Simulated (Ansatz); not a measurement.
The Ansatz input:

```
crystal:
  lattice:
    - [0.0, 2.367948928, 2.367948928]
    - [2.367948928, 0.0, 2.367948928]
    - [2.367948928, 2.367948928, 0.0]
  atoms:
    - { symbol: B, position: [0.0, 0.0, 0.0] }
    - { symbol: As, position: [0.25, 0.25, 0.25] }
kpoints:
  mp_grid: { grid: [6, 6, 6] }
  band_path:
    path:
      - [0.0, 0.0, 0.0]
      - [-0.5, -0.5, 0.0]
      - [-0.375, -0.375, 0.25]
      - [-0.375, 0.0, 0.375]
      - [0.0, 0.0, 0.5]
      - [-0.5, -0.25, 0.25]
      - [0.0, 0.401042, 0.401042]
    npoints: 1
hamiltonian:
  xc: hse06
scf:
  occupations: { method: fixed }
  n_extra_bands: 4
output:
  forces: true
  stress: true
  eigenvalues: true
```

Launched with:
```bash

```

What does the calculation give for the electronic structure?

There is a gap; over the k points computed it is 1.92 eV (indirect; the smallest direct gap is 4.15 eV). The upper group of valence states starts about 9.9 eV under the valence-band top, with a gap beneath it; it holds about 6 electrons a cell.

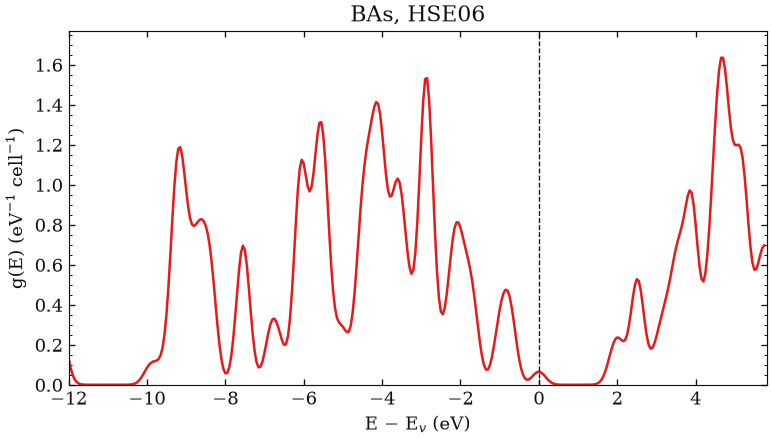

Density of states. Energies are counted from the top of the valence band. The curve is built from the levels of the k mesh with Gaussians 0.4 eV wide, which also blur the band edges.
